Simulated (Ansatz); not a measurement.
## A series of single points on Sc

System: Sc (Fmmm, 1 atom in the cell).
Method: DFT r2SCAN, scalar-relativistic, plane waves, PAW, no spin polarisation (Ansatz 0.2.0).

The 7 runs differ only in the geometry, by a strain of the cell at fixed fractional positions. Against run 4, the strain is εxx = −0.97 η and εyy = η. The structure derives from an entry of the Crystallography Open Database.

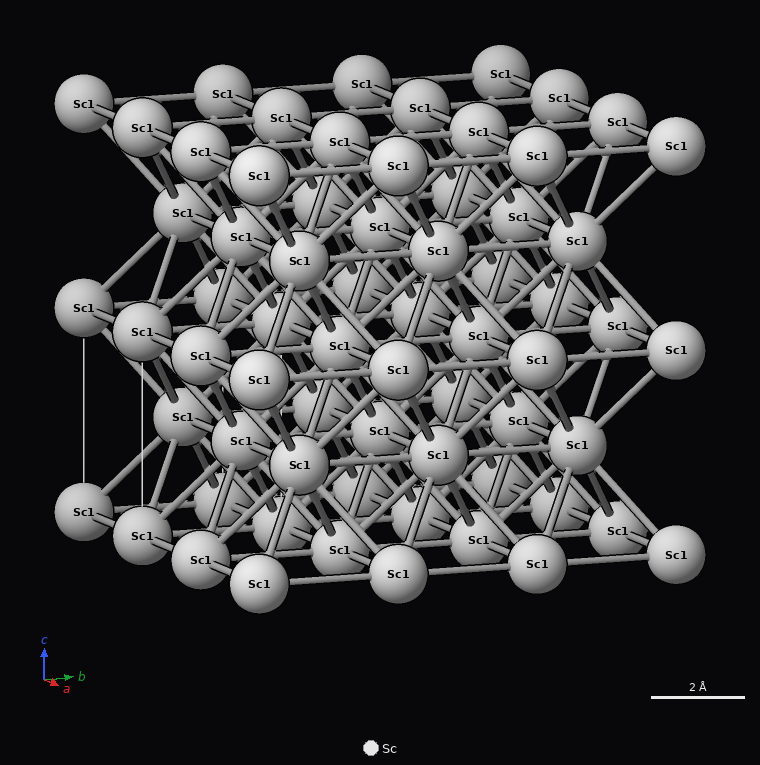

Figure 1. The structure of run 4 (ball-and-stick view of the cell 2 times as large as that of the calculation, set on its symmetry axes, repeated 3 × 3 × 2, seen slightly off an axis; atoms are numbered from 1 in the order of the input). An atom can appear more than once, as a periodic image.

### Input of run 4
```yaml
crystal:
  lattice:
    - [0.0, 2.2364425, 2.2705]
    - [2.3045575, 0.0, 2.2705]
    - [2.3045575, 2.2364425, 0.0]
  atoms:
    - { symbol: Sc, position: [0.0, 0.0, 0.0] }
basis:
  ecutwfc: 500
kpoints:
  mp_grid: { grid: [18, 18, 18] }
hamiltonian:
  xc: r2scan
scf:
  occupations: { method: gaussian, width: 0.15 }
output:
  forces: true
  stress: true
  eigenvalues: true
```

Command:
```bash
ansatz run input.yaml --threads 1 --pin off --max-ram 2560MiB --backend cpu --events-out ev --progress --plain --runs-dir out
```

Lattice vectors (Å) and fractional positions of run 4:
```
   0.000000    2.236442    2.270500
   2.304558    0.000000    2.270500
   2.304558    2.236442    0.000000
Sc  0.000000  0.000000  0.000000
```

Run 5 differs from it as follows:
```diff
-    - [0.0, 2.2364425, 2.2705]
-    - [2.3045575, 0.0, 2.2705]
-    - [2.3045575, 2.2364425, 0.0]
+    - [0.0, 2.25347125, 2.2705]
+    - [2.28752875, 0.0, 2.2705]
+    - [2.28752875, 2.25347125, 0.0]
```

### Results, with one run withheld

```tsv
run	strain parameter η (%)	free energy per atom, from the lowest run given (meV)	pressure (GPa)
1	−3.8071	6.38	4.13
2	−3.0457	4.56	4.11
3	−0.7614	0.72	4.07
4	0.0000	0.00	4.07
5	0.7614	?	?
6	4.5685	1.73	4.08
7	7.6142	8.46	4.15
```

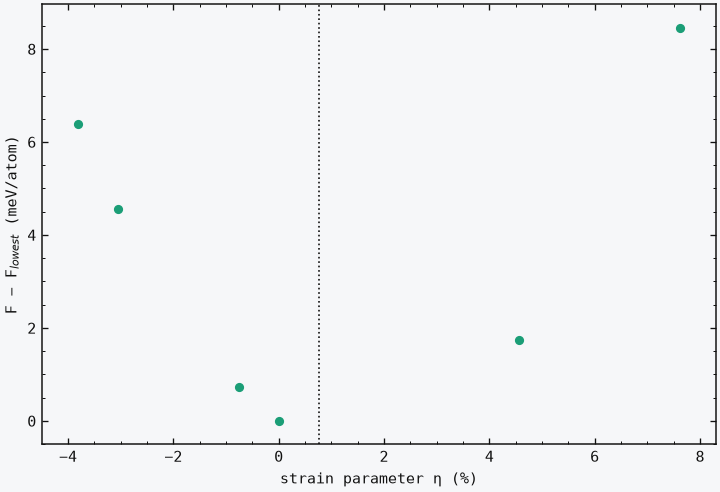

Figure 2. Free energy per atom of the runs given; the dotted line marks run 5.

Estimate the energy of run 5 from the others.

A cubic polynomial in the coordinate, fitted to the 6 runs given, misses them by at most 0.02 meV per atom. With x = η − 0.7614, it reads F = −0.40791 − 0.36528 x + 0.24438 x² − 0.00032277 x³ (meV per atom). At run 5 it gives −0.41 meV per atom, and the run itself gives −0.44. The fit has its minimum at η = 1.5099 %.

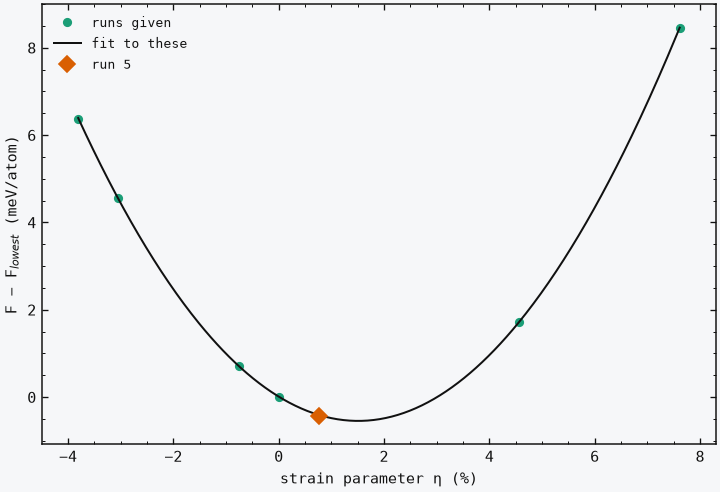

Figure 3. The fit and the withheld run.

### Output, shortened to warnings, some set-up lines, iterations and results (run 5)
```
Basis set: ecut = 500 eV, 601 PW (Γ), exchange–correlation on 96×96×96 points (64 copies of the dense FFT grid, shifted against one another)
Symmetry: 8 space group operations
k-points: 865 of 5832
Initial density: superposition of atomic densities (neutral atoms: chi_scale 0, normalization atom), corrected by the library's trained network
[...]
SCF iter   1: F=—  HF=-2140.485187 eV  |F-HF|=—  |Δ(HF+E_count)|=         —  Δρ=1.05e-2  dr2=2.46e-2  dr2_τ=3.30e-3  ethr=1.77e-3  ⟨swp⟩=4.3  Hψ=45432  notcnv=0
SCF iter   2: F=—  HF=-2140.503485 eV  |F-HF|=—  |Δ(HF+E_count)|=   1.83e-2  Δρ=4.64e-3  dr2=5.54e-3  dr2_τ=1.80e-4  ethr=2.24e-4  ⟨swp⟩=2.7  Hψ=22290  notcnv=0  defer=98
SCF iter   3: F=—  HF=-2140.502301 eV  |F-HF|=—  |Δ(HF+E_count)|=   1.18e-3  Δρ=6.65e-4  dr2=5.38e-5  dr2_τ=2.26e-5  ethr=5.04e-5  ⟨swp⟩=2.5  Hψ=13249  notcnv=0  defer=98
SCF iter   4: F=—  HF=-2140.502366 eV  |F-HF|=—  |Δ(HF+E_count)|=   6.55e-5  Δρ=2.02e-4  dr2=4.23e-6  dr2_τ=6.04e-7  ethr=4.89e-7  ⟨swp⟩=2.0  Hψ=12556  notcnv=0  defer=98
SCF iter   5: F=-2140.502374 eV  HF=-2140.502374 eV  |F-HF|=7.99e-8  |Δ(HF+E_count)|=   7.15e-6  Δρ=2.31e-5  dr2=5.37e-8  dr2_τ=7.34e-9  ethr=3.85e-8  ⟨swp⟩=3.0  Hψ=13530  …
SCF iter   6: F=-2140.502374 eV  HF=-2140.502374 eV  |F-HF|=1.30e-9  |Δ(HF+E_count)|=   8.96e-8  Δρ=2.79e-6  dr2=2.39e-9  dr2_τ=1.25e-10  ethr=4.88e-10  ⟨swp⟩=2.4  Hψ=31112  …
SCF 1 converged in 6 iterations: F = -2140.502374 eV  dr2 = 2.39e-9
SCF converged after 6 iterations
Free energy (F): -2140.502374 eV
Harris-Foulkes:  -2140.502374 eV  (|F-HF|=1.30e-9)
Internal energy: -2140.481558 eV  (E = F + TS)
E sigma→0 (E₀):  -2140.491966 eV
Entropy (-TS):   -0.020816 eV (-20.816 meV/atom)
Fermi energy:    9.954493 eV
--- Per-component energies (eV) ---
  E_band       = -171.772919
  E_kinetic    = 261.153119
  E_local      = -818.281286  (includes V_loc(G=0)·N_el)
  E_nonlocal   = 82.309306
  E_hartree    = 278.503932
  E_xc         = -100.176624
  E_vxc        = -141.635078  (∫ρ·V_xc dr)
  E_paw        = -964.143939  (= ΣΔE_a)
  E_vpaw       = -121.673518  (= ΣTr[D̂ρ^β])
  E_aug_tail   = 0.000005  (compensation charges beyond the density's cutoff)
  E_vtau       = 9.345128  (kinetic-family band-sum trace: ∫τ·v_τ [+ j·A + Jᵃ·Aᵃ] dr)
  E_ewald      = -879.607579
  E_core_change = -0.238492  (= ΣΔE_core)
  E_smearing   = -0.020816  (= −TS)
  E_closure    = 0.000000  (closes the sum)
  Σ components = -2140.502374   (vs F -2140.502374, Δ=0.00e0)
--- Forces (eV/Å), atoms counted from 1 ---
  atom   1  Sc     0.00000000     0.00000000     0.00000000
  max |Σ_I F_I| component: 0.00e0 eV/Å
--- Stress (GPa, compression-positive) ---
        3.958033       0.000000       0.000000
        0.000000       4.164843       0.000000
        0.000000       0.000000       4.065942
  P = ⅓ Tr σ = 4.0629 GPa (40.629 kbar)
```
